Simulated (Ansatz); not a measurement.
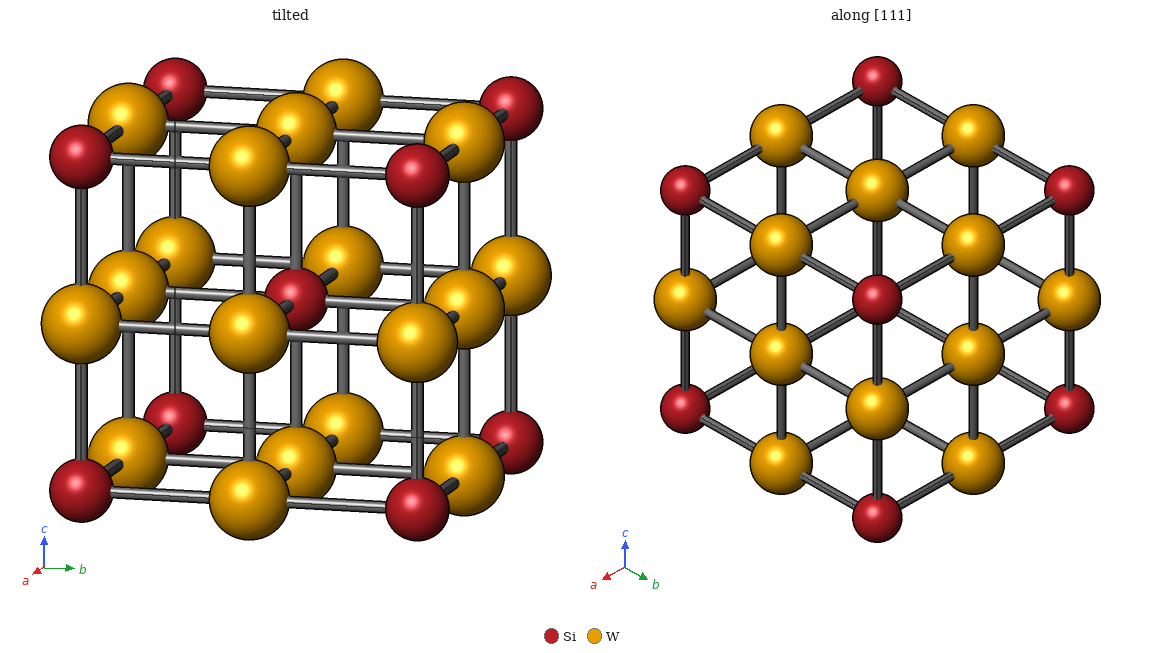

Structure drawing (ball-and-stick), viewed slightly off an axis and along [111]. The parallelepiped is the conventional unit cell.

Caption:

- Its composition is SiW₃.
- The atoms follow space group I4/mmm (No. 139); the Bravais lattice is body-centred tetragonal.
- One cell contains 2 Si, 6 W, 8 atoms in all.
- The Si atoms are each bonded to six W in an octahedral arrangement. The W atoms are each bonded to four W and two Si in an octahedral arrangement.
- The bonds build a three-dimensional framework.

The structure comes from a structure listed in the Materials Project. The cell was then strained or its atoms displaced on purpose. A calculation with Ansatz used it as input.

At this level of theory the run's own cell isn't at rest (stretched, at -18 GPa), so its distances can differ from those at equilibrium, the more so the softer the solid.
